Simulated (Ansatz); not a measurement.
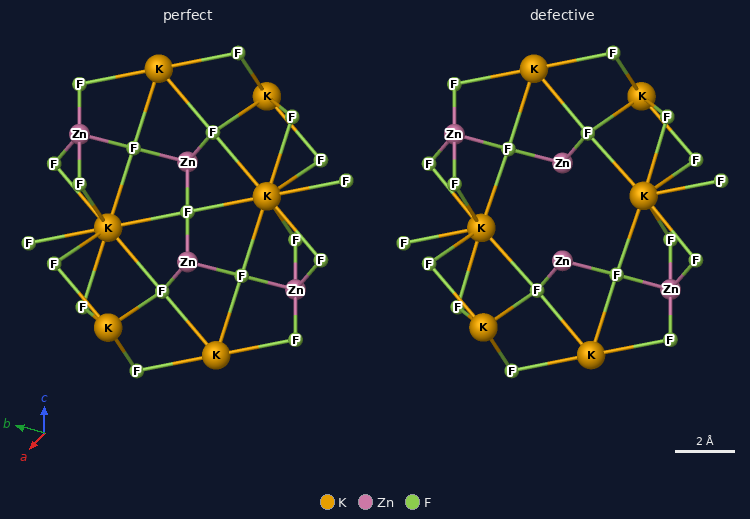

Left: perfect KZnF3. Right: the same region with one point defect, after relaxing the atoms in a supercell of 40 sites. The picture is a ball-and-stick view of the atoms within 6.0 Å of one point, in a slice 3.4 Å thick across the line of sight, seen from a free direction.

These are results of Ansatz, DFT, PBEsol, PAW, plane waves, not measurements. Set-up: plane-wave cutoff 420 eV; k-point mesh 1 × 1 × 1; mesh shifted by (0.25, 0.25, 0.25); collinear spin. Fermi-Dirac smearing of 0.01 eV. The axes drawn are those of the host's conventional cell.

What kind of defect was made?

Answer. A fluorine atom is taken out (a vacancy).

The charge state of the cell is 0.

How does the lattice respond?

Answer. Around the empty F site the host had 2 Zn at 2.03 Å; after relaxation the nearest atoms are 2 Zn at 1.98 Å. Of the host's atoms, a potassium atom moves furthest from its site, by 0.07 Å. The cell's net moment is 1.00 μB.

Limits of the set-up: the periodic images lie only 8.1 Å apart, so the values are limited by the cell's size.
